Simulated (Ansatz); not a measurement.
A series of calculations on GaP

Part 1: A change

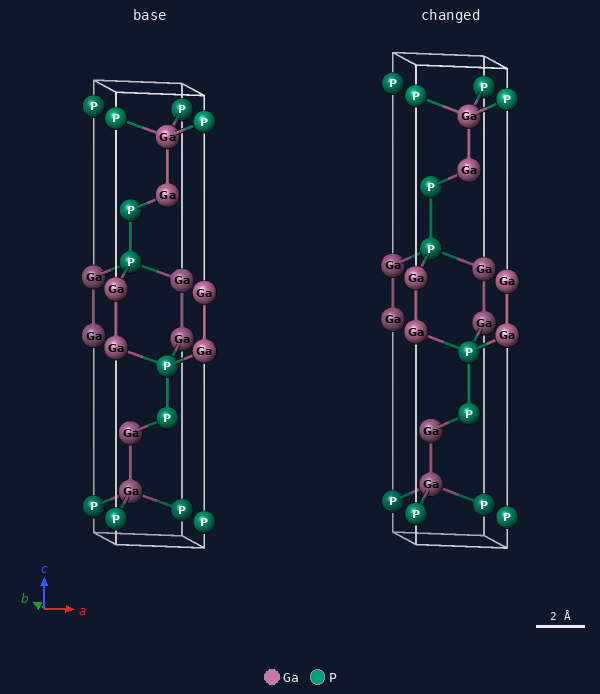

Left: a symmetric starting cell of GaP. Right: the same structure after one change, at the same scale. Style: ball-and-stick. Shown: the conventional cell (3 times the calculation's cell), slightly off an axis. Lengths and directions refer to the drawn axes.

The calculation used DFT PBEsol, scalar-relativistic, plane waves, PAW (Ansatz 0.2.0). Set-up: plane-wave cutoff 420 eV; k-point mesh 9 × 9 × 9; occupations gaussian; smearing width 0.02 eV; no spin polarisation.

Question: Which change leads from the left to the right?

Answer: The cell is strained by +6.0 % along c and +3.0 % across it (volume +12.5 %) and atoms are displaced by up to 0.18 Å (root mean square over those that move 0.16 Å) relative to the cell. No relaxation follows. The starting cell wasn't computed here and needn't be at equilibrium, so pressure and forces aren't due to the change alone.

Question: How do the computed properties respond?

Answer: The pressure is −7.9 GPa (not all of it need come from the change, since the unchanged cell can be under pressure at this level too). The principal stresses (compression positive) are −7.7 GPa along c and −8.0 GPa across it. The largest forces, 2.5 eV/Å, act on 2 Ga atoms of the calculation's cell. The forces mostly point back along the displacements (cosine −0.93). Among the bonded contacts that change: P–P 2.214 → 2.629 Å, Ga–Ga 2.494 → 2.293 Å, Ga–P 2.403 → 2.498 Å. The space group stays R-3m (No. 166).

Part 2: A change

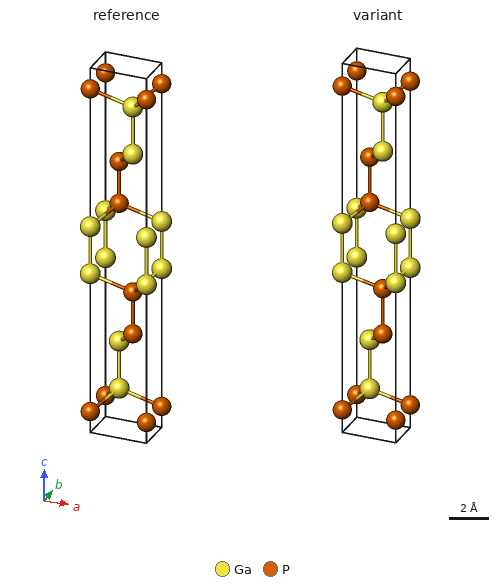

Left: a symmetric starting cell of GaP. Right: the same structure after one change, at the same scale. A ball-and-stick model of the conventional cell (3 times the calculation's cell), seen slightly off an axis. Lengths and directions refer to the drawn axes.

Theory: DFT PBEsol, scalar-relativistic, plane waves, PAW (Ansatz). Settings: plane-wave cutoff 420 eV; k-point mesh 9 × 9 × 9; occupations gaussian; smearing width 0.02 eV; no spin polarisation.

What distinguishes the right structure from the left one?

The cell is strained by +1.2 % along c and −4.8 % across it (volume −8.2 %) and atoms are displaced by up to 0.08 Å (root mean square over those that move 0.06 Å) relative to the cell. No relaxation follows. The starting cell wasn't computed here and needn't be at equilibrium, so pressure and forces aren't due to the change alone.

And its effect?

The pressure is 5.3 GPa (not all of it need come from the change, since the unchanged cell can be under pressure at this level too). The principal stresses (compression positive) are −6.0 GPa along c and 11.0 GPa across it. The largest forces, 1.8 eV/Å, act on 2 P atoms of the calculation's cell. The forces point straight back along the displacements (cosine −0.98). Near-neighbour distances before and after: P–P 2.214 → 2.396 Å, Ga–P 2.403 → 2.267 Å, Ga–Ga 2.494 → 2.598 Å. The space group stays R-3m (No. 166).

Part 3: Distortion

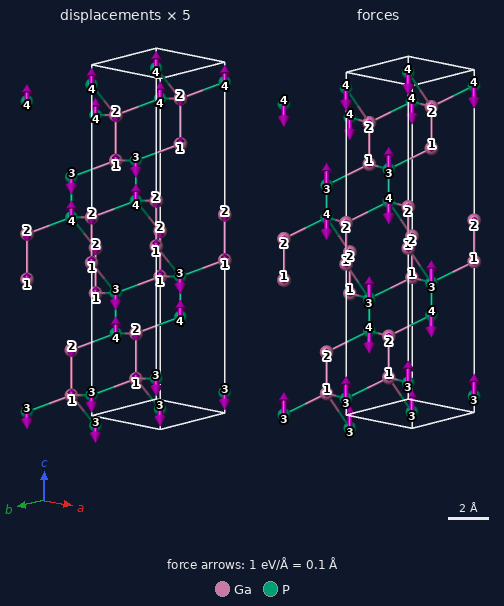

Left: a symmetric starting cell of GaP, with purple arrows for the displacements applied to it (without the part that the change of the cell carries along). Right: the displaced structure with the computed forces. Besides, the cell is strained by −2.3 % along c and −3.8 % across it (volume −9.6 %). Style: ball-and-stick. Shown: the conventional cell (3 times the calculation's cell), repeated 1 × 2 × 1 with one cell outlined, from a free direction. Lengths and directions refer to the drawn axes.

Computed with DFT PBEsol, scalar-relativistic, plane waves, PAW in Ansatz 0.2.0. (plane-wave cutoff 420 eV; k-point mesh 9 × 9 × 9; occupations gaussian; smearing width 0.02 eV; no spin polarisation)

Describe the distortion and the response.

Atoms are displaced by up to 0.19 Å (root mean square over those that move 0.15 Å) relative to the cell: Ga2 0.08 Å along −c, P4 0.19 Å along +c. No relaxation follows. The starting cell wasn't computed here and needn't be at equilibrium, so pressure and forces aren't due to the change alone. The pressure is 15.3 GPa (not all of it need come from the change, since the unchanged cell can be under pressure at this level too). The principal stresses (compression positive) are 46.6 GPa along c and −0.4 GPa across it. The largest forces, 12 eV/Å, act on P3 and P4; on P3 it points along +c. The forces point straight back along the displacements (cosine −0.97). Near-neighbour distances before and after: P–P 2.214 → 1.780 Å, Ga–Ga 2.494 → 2.277 Å, Ga–P 2.403 → 2.428 Å. The space group stays R-3m (No. 166).

Part 4: Distortion

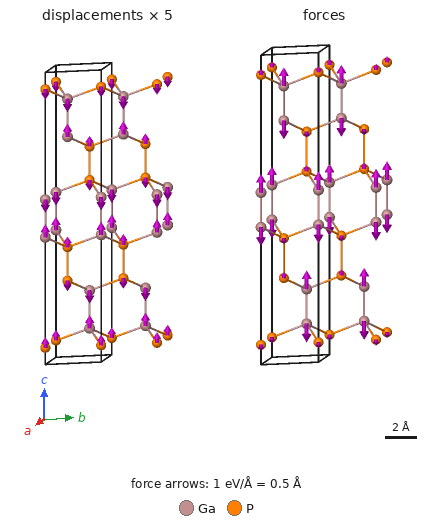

Left: a symmetric starting cell of GaP, with purple arrows for the displacements applied to it (without the part that the change of the cell carries along). Right: the displaced structure with the computed forces. Besides, the cell is strained by +6.0 % along c and +3.0 % across it (volume +12.5 %). A ball-and-stick model of the conventional cell (3 times the calculation's cell), repeated 1 × 2 × 1 with one cell outlined, seen slightly off an axis. Lengths and directions refer to the drawn axes.

Level of theory: Ansatz 0.2.0, DFT PBEsol, scalar-relativistic, plane waves, PAW. Settings: plane-wave cutoff 420 eV; k-point mesh 9 × 9 × 9; occupations gaussian; smearing width 0.02 eV; no spin polarisation.

> Describe the distortion and the response.

Atoms are displaced by up to 0.18 Å (root mean square over those that move 0.16 Å) relative to the cell. No relaxation follows. The starting cell wasn't computed here and needn't be at equilibrium, so pressure and forces aren't due to the change alone. The pressure is −7.9 GPa (not all of it need come from the change, since the unchanged cell can be under pressure at this level too). The principal stresses (compression positive) are −7.7 GPa along c and −8.0 GPa across it. The largest forces, 2.5 eV/Å, act on 2 Ga atoms of the calculation's cell. The forces mostly point back along the displacements (cosine −0.93). Some distances before and after: P–P 2.214 → 2.629 Å, Ga–Ga 2.494 → 2.293 Å, Ga–P 2.403 → 2.498 Å. The space group stays R-3m (No. 166).
